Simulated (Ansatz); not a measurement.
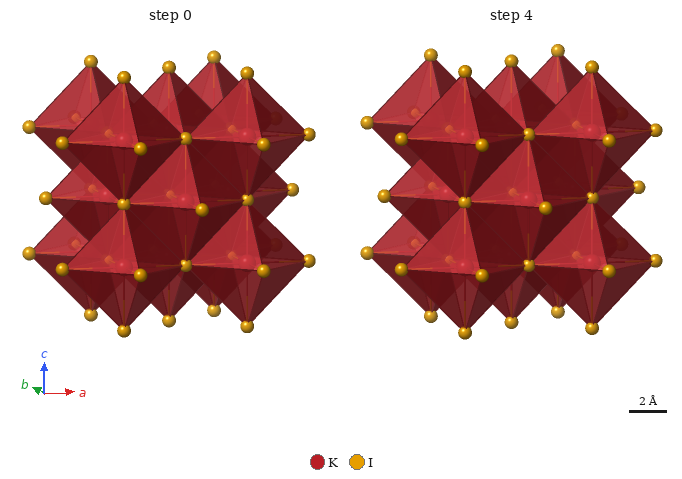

The structure of a crystal of KI (built on the rocksalt type) before (left) and after (right) a relaxation, at one scale.

A polyhedral model of the conventional cell (4 times the calculation's cell), seen slightly off an axis. Lengths and directions refer to the drawn axes.

These are results of DFT, PBE, plane waves, PAW in Ansatz 0.2.0, not measurements.

Input file:
```yaml
crystal:
  lattice:
    - [0.0, 3.482208, 3.482208]
    - [3.482208, 0.0, 3.482208]
    - [3.482208, 3.482208, 0.0]
  atoms:
    - { symbol: K, position: [0.0, 0.0, 0.0] }
    - { symbol: I, position: [0.5, 0.5, 0.5] }
kpoints:
  mp_grid: { grid: [6, 6, 6] }
hamiltonian:
  xc: pbe
scf:
  occupations: { method: fermi_dirac, width: 0.02 }
relax:
  f_tol: 0.005
  cell: {}
```

Launched with:
```bash
ansatz run input.yaml --threads 2 --pin off --max-ram 2211MiB --backend cpu --events-out ev --progress --plain --runs-dir out
```

Describe what moved and what it gained.

Over 3 accepted moves (4 points after the start) the energy falls by 14.3 meV per atom. All forces vanish by symmetry, so only the cell relaxes. The pressure goes from 1.22 to 0.00 GPa. The SCF was repeated once at an unchanged geometry on a basis and grid sized afresh for the cell, which shifted the energy by 0.1 meV per atom at most. No atom moves by more than 0.005 Å relative to the cell. The drawn cell changes as follows: a = b = c 6.964 → 7.182 Å (+3.1 %); the volume changes by +9.7 %. Among the contacts that change: K1–I2 3.482 → 3.591 Å. The space group stays Fm-3m (No. 225).
